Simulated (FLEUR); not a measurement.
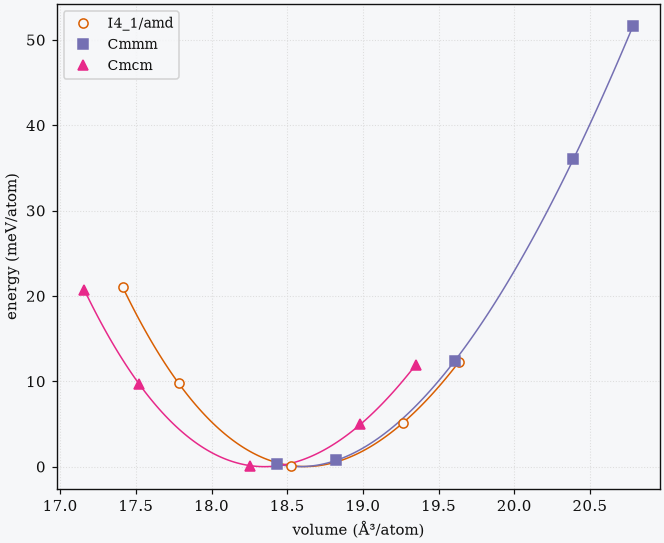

Plotted: energy against volume, with one curve for each structure, for Ge. Each energy curve has its own zero, so the curves don't rank the structures.

Calculation (FLEUR MaX-R8.1 (later development tree)): all-electron LAPW DFT, no spin polarisation; energies at scaled volumes of the given cell, shape and fractions fixed, counted from the fit's minimum, third-order Birch-Murnaghan fit. Level: SCAN.

occupations Fermi–Dirac; smearing width 0.05 eV; potentials all electron.

Settings that differ: I4_1/amd: k mesh 11×11×11; Cmmm: k mesh 11×11×10; Cmcm: k mesh 10×10×6.

Keep in mind: shape and atomic fractions are frozen while scaling, which makes layered, chain and framework solids too stiff.
